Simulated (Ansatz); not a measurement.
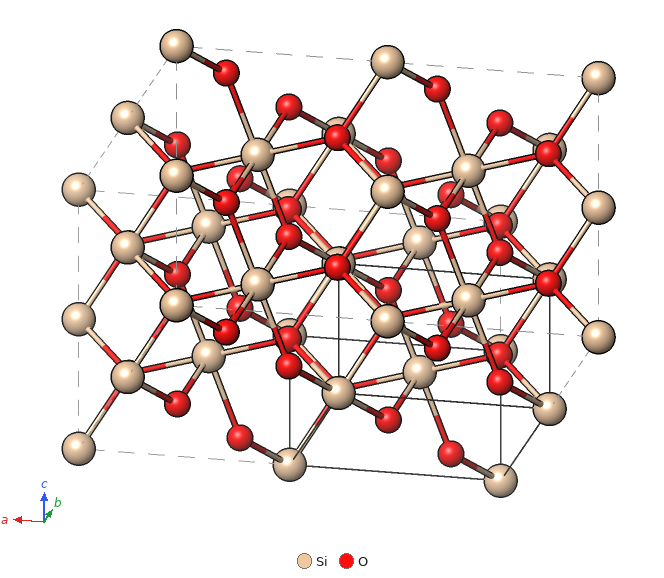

Structure drawing (ball-and-stick), viewed from a general direction. One simulation cell is drawn solid; the view covers 2×2×2 cells.

The program read this input:
```yaml
crystal:
  lattice:
    - [4.2361165246, 0.0, 0.0]
    - [0.0, 4.3208388551, 0.0]
    - [0.0, 0.0, 2.6904781099]
  atoms:
    - { symbol: Si, position: [0.5, 0.5, 0.5] }
    - { symbol: Si, position: [0.0, 0.0, 0.0] }
    - { symbol: O, position: [0.6930152168, 0.6930152168, 0.0] }
    - { symbol: O, position: [0.1930152168, 0.8069847832, 0.5] }
    - { symbol: O, position: [0.3069847832, 0.3069847832, 0.0] }
    - { symbol: O, position: [0.8069847832, 0.1930152168, 0.5] }
basis:
  ecutwfc: 420
kpoints:
  mp_grid: { grid: [6, 6, 8] }
hamiltonian:
  xc: pbe
scf:
  occupations: { method: gaussian, width: 0.05 }
output:
  forces: true
  stress: true
  eigenvalues: true
```
Run as:
```sh
ansatz run input.yaml --threads 1 --pin off --max-ram 2560MiB --backend cpu --events-out ev --progress --plain --runs-dir out
```

Setup: DFT PBE, scalar-relativistic, plane waves, PAW in Ansatz; plane waves to 420 eV, a 6×6×8 sampling of the Brillouin zone, Gaussian smearing of 0.05 eV, no spin polarisation.

### What is the electronic character?

An insulator at this level, with a gap of 4.73 eV on the k-mesh (the true edges may lie between mesh points, so the gap can be somewhat smaller).

### What is the computed pressure?

The computed pressure is -5.2 GPa (stretched: it would shrink). The stress isn't hydrostatic: its largest component is 9.3 GPa.

Its origin is a structure listed in the Materials Project. The cell was then strained or its atoms displaced on purpose. It went into a calculation with Ansatz.

At this level of theory the cell isn't at rest (stretched, at -5 GPa), so its distances can differ from those at equilibrium, the more so the softer the solid.
